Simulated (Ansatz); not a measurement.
C, as given below.

```cif
data_structure
_symmetry_space_group_name_H-M 'P6_3/mmc'
_symmetry_Int_Tables_number 194
_cell_length_a 1.7103
_cell_length_b 1.7103
_cell_length_c 6.6173
_cell_angle_alpha 90.000
_cell_angle_beta 90.000
_cell_angle_gamma 120.000
_cell_volume 16.76
loop_
_atom_site_label
_atom_site_type_symbol
_atom_site_symmetry_multiplicity
_atom_site_Wyckoff_symbol
_atom_site_fract_x
_atom_site_fract_y
_atom_site_fract_z
_atom_site_occupancy
C1 C 2 c 0.33333 0.66667 0.25000 1
```

It is based on the end point of a relaxation with DFT r2SCAN, scalar-relativistic, plane waves, PAW (Ansatz); the starting structure was generated, so it need not be a known form of this composition.

Where will the first 2 clear peaks of its X-ray PDF lie (peak width σ = 0.10 Å), and from which pairs do they come?

1. 1.70 Å: C–C at 1.71 Å
2. 2.96 Å: C–C at 2.96 Å

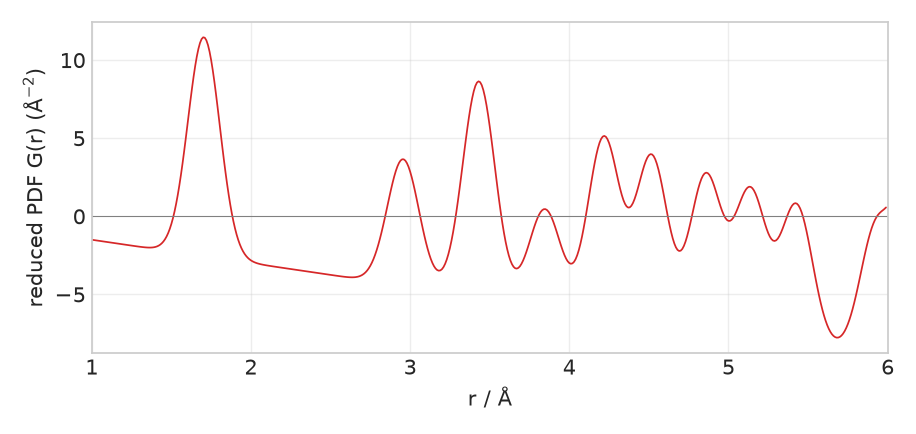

The curve is a calculated X-ray PDF: distances of the static structure, each pair weighted by the product of the atomic numbers (X-ray weights at Q = 0), broadened by Gaussians with σ = 0.10 Å.
